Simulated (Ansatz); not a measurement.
**Run report: Ru, single-point calculation (part 1 of 2)**

System: Ru (slab, 16 atoms in the cell).
Method: DFT PBE+D3(BJ), scalar-relativistic, plane waves, PAW, no spin polarisation (Ansatz 0.2.0).

The structure derives from an entry of the Crystallography Open Database. It belongs to a series of runs on one base structure; here: the slab at its places in the relaxed adsorbed structure. Figures and captions count atoms from 1; the log counts them from 0 in places.

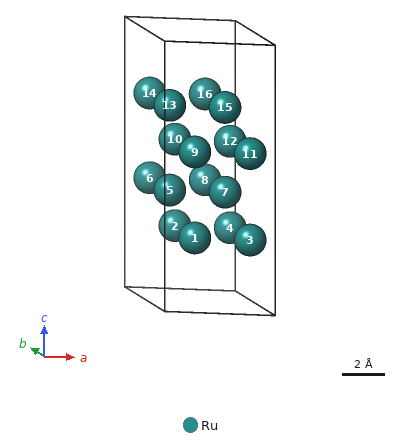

Figure 1. The structure (spheres-only view of the cell of the calculation, with the vacuum cut short, seen slightly off an axis; atoms are numbered from 1 in the order of the input). An atom can appear more than once, as a periodic image.

Summary

- outcome: converged
- electrons treated: 256
- free energy: −94058.0007 eV
- work function, top face: 4.96 eV
- work function, bottom face: 5.01 eV
- Fermi energy: 5.155 eV
- gap on the k-point mesh: none (metallic)
- work function (upper face): 4.96 eV
- largest force (length of the vector): 0.659 eV/Å
- hardware: 8 threads of Intel Xeon @ 2.50GHz (Skylake/Cascade Lake), 32 GiB of memory available, shared host
- wall time: 10 s (CPU time 76 s)
- peak memory: 3.3 GiB

Input file
```yaml
crystal:
  lattice:
    - [5.3951895486, 0.0, 0.0]
    - [-2.6975947743, 4.6723712073, 0.0]
    - [0.0, 0.0, 24.3987269943]
  atoms:
    - { symbol: Ru, position: [0.3333333333, 0.1666666667, 0.327885959] }
    - { symbol: Ru, position: [0.3333333333, 0.6666666667, 0.327885959] }
    - { symbol: Ru, position: [0.8333333333, 0.1666666667, 0.327885959] }
    - { symbol: Ru, position: [0.8333333333, 0.6666666667, 0.327885959] }
    - { symbol: Ru, position: [0.1666666667, 0.3333333333, 0.4153048231] }
    - { symbol: Ru, position: [0.1666666667, 0.8333333333, 0.4153048231] }
    - { symbol: Ru, position: [0.6666666667, 0.3333333333, 0.4153048231] }
    - { symbol: Ru, position: [0.6666666667, 0.8333333333, 0.4153048231] }
    - { symbol: Ru, position: [0.3330883987, 0.1663498162, 0.5024282354] }
    - { symbol: Ru, position: [0.3336123673, 0.6666947954, 0.5033691436] }
    - { symbol: Ru, position: [0.8328942177, 0.1659687555, 0.5033678875] }
    - { symbol: Ru, position: [0.832909906, 0.6667037608, 0.503363129] }
    - { symbol: Ru, position: [0.1667315633, 0.3325384739, 0.5872600011] }
    - { symbol: Ru, position: [0.1667125695, 0.8337316536, 0.587246834] }
    - { symbol: Ru, position: [0.6656108883, 0.3326046156, 0.5872654911] }
    - { symbol: Ru, position: [0.6662456307, 0.8329693534, 0.5895921485] }
basis:
  ecutwfc: 420
kpoints:
  mp_grid: { grid: [4, 4, 1] }
hamiltonian:
  xc: pbe
  dispersion: d3bj
scf:
  occupations: { method: gaussian, width: 0.1 }
output:
  forces: true
  eigenvalues: true
  write_density: true
  volumetric_format: npy
efield:
  axis: 3
  dipole_correction: true
  ramp_width: 0.04
```

Launched with:
```bash
ansatz run input.yaml --threads 8 --pin off --max-ram 20480MiB --backend cpu --events-out ev --progress --plain --runs-dir out
```

What the program printed
```
Engine: ansatz 0.2.0, x86_64-unknown-linux-gnu
Pseudopotentials: kind: paw
Pseudopotential: Ru, paw, valence charge 16, recommended cutoff 420 eV (normal), Ru.paw.azcp
Functional definition: PBE
  parameter kappa = 0.804
  parameter beta = 0.06672455060314922
  exchange = pbe_x(kappa = kappa, mu = beta*pi^2/3)
  correlation = pbe_c(beta = beta)
Crystal: 16 atoms, lattice volume = 615.051 Å³
Basis set: ecut = 420 eV, 11943 PW (Γ), exchange–correlation on 80×80×360 points (8 copies of the dense FFT grid, shifted against one another)
Bands: 154, of which v1, the nominal top of the filled ones, is band 128 counted from 1 (127 counted from 0)
Symmetry: 1 space group operations
Space group: P1 (ITA 1), of the structure as read, at distance tolerance 8.5e-5 Å
k-points: 10 of 16 (time reversal used)
Non-local potential: Ru, projectors of the file, l = 0: 3, l = 1: 2, l = 2: 2, l = 3: 1
PAW form: soft (Blöchl's): semilocal exchange-correlation on the pseudo side does not see the compensation charge
PAW one-centre angular grid: Ru, 590 points (default); XC on 64 Gauss nodes
Initial density: superposition of atomic densities (neutral atoms: chi_scale 0, normalization atom), corrected by the library's trained network
Initial wavefunctions: pseudopotential atomic-orbital guess
Functional: x = pbe(κ = 0.804, μ = 0.2195149727645171), c = pbe(β = 0.06672455060314922)
SCF iter   1: F=—  HF=-94058.078298 eV  |F-HF|=—  |Δ(HF+E_count)|=         —  Δρ=1.06e-2  dr2=2.78e0  ethr=1.77e-3  p=0.020 e·Å  D=5.89e-3 V/Å  ΔV_dip=-0.14 eV  dr2_dipole=1.97e-2  V_vac-E_F(+/−)=4.57/4.71 eV  ⟨swp⟩=7.7  Hψ=6308  notcnv=0
efield: sawtooth ramp at fractional position 0.9387 (placed from the atoms, in the widest stretch of the axis that holds none; the zero of the levels goes with the place), width 0.0400; the density the first Hamiltonian is built on has a dipole p = 0.020 e·Å; the dipole correction subtracts the counter field D = 5.89e-3 V/Å, which shifts the + side's vacuum level by -0.14 eV against the − side's; the planar-averaged density in the ramp window peaks in size at 4.8e-6 e/Å³
preconditioner: auto → LDOS  [metal: Δε(μ)=0.017 eV  Ē_g=4.382 eV  σ=0.100 eV  W_gap=0.10  n_scr=126 (ndim 8)  ℏωp=16.9 eV  f_vac=0.589  D(μ)=27.63/eV (n_scr^D=256)  β→1.0]
SCF iter   2: F=—  HF=-94058.035381 eV  |F-HF|=—  |Δ(HF+E_count)|=   4.29e-2  Δρ=5.83e-3  dr2=1.77e-1  ethr=1.09e-3  p=0.012 e·Å  D=3.51e-3 V/Å  ΔV_dip=-0.09 eV  dr2_dipole=8.83e-5  V_vac-E_F(+/−)=4.77/4.86 eV  ⟨swp⟩=1.7  Hψ=1821  notcnv=0  defer=46
SCF iter   3: F=—  HF=-94058.007637 eV  |F-HF|=—  |Δ(HF+E_count)|=   2.77e-2  Δρ=2.96e-3  dr2=9.79e-2  ethr=6.93e-5  p=0.011 e·Å  D=3.31e-3 V/Å  ΔV_dip=-0.08 eV  dr2_dipole=1.65e-4  V_vac-E_F(+/−)=4.86/4.94 eV  ⟨swp⟩=3.8  Hψ=3205  notcnv=0  defer=50
SCF iter   4: F=—  HF=-94058.001016 eV  |F-HF|=—  |Δ(HF+E_count)|=   6.62e-3  Δρ=1.31e-3  dr2=2.74e-2  ethr=3.82e-5  p=0.009 e·Å  D=2.78e-3 V/Å  ΔV_dip=-0.07 eV  dr2_dipole=1.32e-6  V_vac-E_F(+/−)=4.90/4.97 eV  ⟨swp⟩=1.0  Hψ=1385  notcnv=0  defer=50
SCF iter   5: F=—  HF=-94057.999935 eV  |F-HF|=—  |Δ(HF+E_count)|=   1.08e-3  Δρ=1.70e-4  dr2=6.32e-4  ethr=1.07e-5  p=0.008 e·Å  D=2.27e-3 V/Å  ΔV_dip=-0.06 eV  dr2_dipole=2.16e-5  V_vac-E_F(+/−)=4.93/4.99 eV  ⟨swp⟩=1.9  Hψ=1518  notcnv=0  defer=50
SCF iter   6: F=—  HF=-94058.000027 eV  |F-HF|=—  |Δ(HF+E_count)|=   9.20e-5  Δρ=5.56e-5  dr2=3.80e-5  ethr=2.47e-7  p=0.007 e·Å  D=1.99e-3 V/Å  ΔV_dip=-0.05 eV  dr2_dipole=3.05e-6  V_vac-E_F(+/−)=4.95/5.00 eV  ⟨swp⟩=3.1  Hψ=3010  notcnv=0  defer=50
SCF iter   7: F=—  HF=-94058.000727 eV  |F-HF|=—  |Δ(HF+E_count)|=   7.00e-4  Δρ=2.95e-5  dr2=9.34e-6  ethr=1.48e-8  p=0.006 e·Å  D=1.85e-3 V/Å  ΔV_dip=-0.05 eV  dr2_dipole=3.48e-8  V_vac-E_F(+/−)=4.96/5.01 eV  ⟨swp⟩=2.5  Hψ=2541  notcnv=0  defer=24
SCF iter   8: F=—  HF=-94058.000726 eV  |F-HF|=—  |Δ(HF+E_count)|=   1.26e-6  Δρ=1.03e-5  dr2=1.36e-6  ethr=3.65e-9  p=0.006 e·Å  D=1.82e-3 V/Å  ΔV_dip=-0.04 eV  dr2_dipole=4.72e-8  V_vac-E_F(+/−)=4.96/5.01 eV  ⟨swp⟩=2.9  Hψ=2726  notcnv=0  defer=24
SCF iter   9: F=—  HF=-94058.000726 eV  |F-HF|=—  |Δ(HF+E_count)|=   2.97e-8  Δρ=3.97e-6  dr2=1.98e-7  ethr=5.33e-10  p=0.006 e·Å  D=1.80e-3 V/Å  ΔV_dip=-0.04 eV  dr2_dipole=1.23e-8  V_vac-E_F(+/−)=4.96/5.01 eV  ⟨swp⟩=2.1  Hψ=2083  notcnv=0  defer=24
SCF iter  10: F=-94058.000726 eV  HF=-94058.000726 eV  |F-HF|=2.78e-8  |Δ(HF+E_count)|=   1.06e-7  Δρ=2.09e-6  dr2=5.05e-8  ethr=3.91e-11  p=0.006 e·Å  D=1.79e-3 V/Å  ΔV_dip=-0.04 eV  dr2_dipole=4.23e-9  V_vac-E_F(+/−)=4.96/5.01 eV  ⟨swp⟩=12.0  Hψ=7264  notcnv=0
SCF 1 converged in 10 iterations: F = -94058.000726 eV  dr2 = 5.05e-8
  greatest PAW one-centre occupation: 0.998 electrons in one spin orbital (limit 2), on the Ru atom at site 15 (counted from 0), in its partial waves of l = 0
```

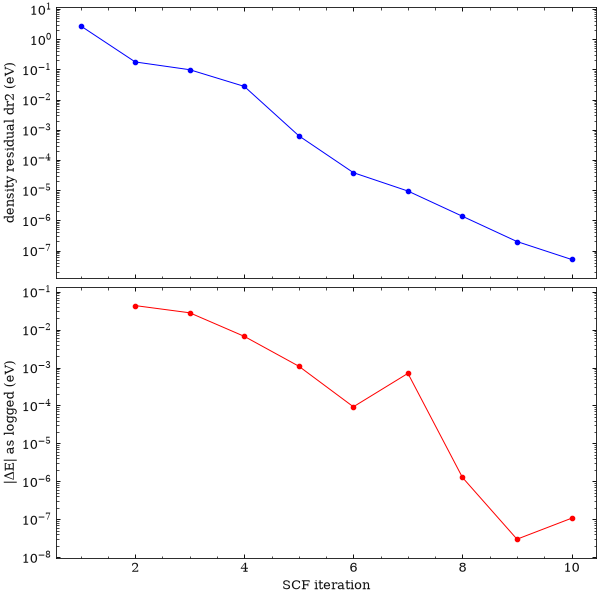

Figure 2. Convergence of the self-consistent field: density residual dr2 and size of the energy change against the SCF iteration. The residual falls at every step.

```
SCF converged after 10 iterations
Free energy (F): -94058.000726 eV
Harris-Foulkes:  -94058.000726 eV  (|F-HF|=2.78e-8)
Internal energy: -94057.846998 eV  (E = F + TS)
E sigma→0 (E₀):  -94057.923862 eV
Entropy (-TS):   -0.153729 eV (-9.608 meV/atom)
Fermi energy:    5.154999 eV
Dipole field:    D = 0.001840 V/Å  (p = 0.006255 e·Å, saw-weighted, corrected)
Work function:   Φ+ = 4.9631 eV   Φ− = 5.0080 eV
Levels:          The Fermi level and band energies are counted from a zero that moves with the ramp; work functions are not
--- Per-component energies (eV) ---
  E_band       = -5516.981601
  E_kinetic    = 8220.677486
  E_local      = -436450.254314  (includes V_loc(G=0)·N_el)
  E_nonlocal   = 5498.067028
  E_hartree    = 212290.318838
  E_xc         = -3038.794959
  E_vxc        = -3813.642839  (∫ρ·V_xc dr)
  E_paw        = -55375.200013  (= ΣΔE_a)
  E_vpaw       = -3552.405913  (= ΣTr[D̂ρ^β])
  E_aug_tail   = -0.003090  (compensation charges beyond the density's cutoff)
  E_efield     = 0.000006  (sawtooth field / dipole correction)
  E_vefield    = 0.002288  (∫n·V_field dr)
  E_ewald      = 174804.722324
  E_disp       = -7.380304  (pairwise vdW)
  E_smearing   = -0.153729  (= −TS)
  E_closure    = -0.000000  (closes the sum)
  Σ components = -94058.000726   (vs F -94058.000726, Δ=0.00e0)
--- Forces (eV/Å), atoms counted from 1 ---
  atom   1  Ru    -0.00009380     0.00048172     0.63103564
  atom   2  Ru     0.00845582     0.00473258     0.59684972
  atom   3  Ru     0.00030271    -0.00913134     0.59658192
  atom   4  Ru    -0.00818505     0.00492376     0.59664154
  atom   5  Ru    -0.06182798     0.03077492    -0.65284404
  atom   6  Ru    -0.00152991    -0.07407865    -0.65528799
  atom   7  Ru     0.05838108     0.03066054    -0.65234549
  atom   8  Ru    -0.00196137    -0.00357446    -0.59024644
  atom   9  Ru     0.00165665     0.00864498     0.19149569
  atom  10  Ru     0.08360843     0.04513960    -0.04992622
  atom  11  Ru     0.00007758    -0.09311733    -0.04884159
  atom  12  Ru    -0.08397026     0.04497428    -0.04827174
  atom  13  Ru     0.01426451    -0.00422439     0.17490594
  atom  14  Ru     0.00147831     0.01757863     0.18161751
  atom  15  Ru    -0.01366933    -0.00581473     0.17313484
  atom  16  Ru     0.00301204     0.00202889    -0.44458414
  max |Σ_I F_I| component: 8.49e-5 eV/Å
--- Band table (eV; the first three rows and the last of 10) ---
  k-point 0: bands = ["-68.1219", "-67.9984", "-67.9863", "-67.9762", "-67.9760", "-67.9068", "-67.9067", "-67.9024", "-67.5972", "-67.5365", "-67.5046", "-67.5043", "-67.4683", "-67.4342", "-67.4314", "-67.4314", "-38.5303", "-38.5301", "-38.5151", "-38.4843", "-38.4465", "-38.4341", "-38.4340", "-38.1345", "-38.1342", "-38.1317", "-38.0351", "-38.0298", "-38.0298", "-38.0258", "-37.8886", "-37.8858", "-37.8857", "-37.7719", "-37.7719", "-37.7715", "-37.7332", "-37.7291", "-37.7290", "-37.6724", "-37.6723", "-37.6597", "-37.6594", "-37.6546", "-37.5634", "-37.5631", "-37.5039", "-37.4873", "-37.4872", "-37.4607", "-37.4182", "-37.4174", "-37.4174", "-37.3626", "-37.3259", "-37.3064", "-37.3063", "-37.2595", "-37.2570", "-37.2569", "-37.1423", "-37.1423", "-37.0845", "-37.0845", "-2.4362", "-1.2487", "-1.0558", "-1.0557", "-1.0305", "-0.9571", "-0.9395", "-0.9391", "-0.8389", "-0.7959", "-0.7787", "-0.7784", "-0.4973", "0.0398", "0.0409", "0.0411", "0.4768", "0.4771", "0.4780", "0.5675", "0.5679", "0.5759", "1.2860", "1.2903", "1.2905", "2.2372", "2.2375", "2.3622", "2.3798", "2.3804", "2.4295", "2.4299", "2.4946", "2.5072", "2.5075", "2.5155", "2.5961", "3.0270", "3.0271", "3.1683", "3.1685", "3.3531", "3.5886", "3.6268", "3.6271", "3.7441", "3.7545", "3.7552", "4.1168", "4.1174", "4.1295", "4.2974", "4.2982", "5.2097", "5.2926", "5.2932", "5.3033", "5.3044", "5.3101", "5.3180", "5.3294", "5.3297", "6.1381", "6.1397", "6.2056", "6.2072", "6.2077", "6.3133", "6.3350", "6.3361", "6.5511", "6.5513", "6.5602", "6.5708", "6.5711", "6.5758", "6.7760", "6.7789", "6.7793", "7.1886", "7.1887", "7.1911", "7.2475", "7.2475", "7.2496", "7.5929", "7.5946", "7.5957", "8.4269", "8.4281"]
```
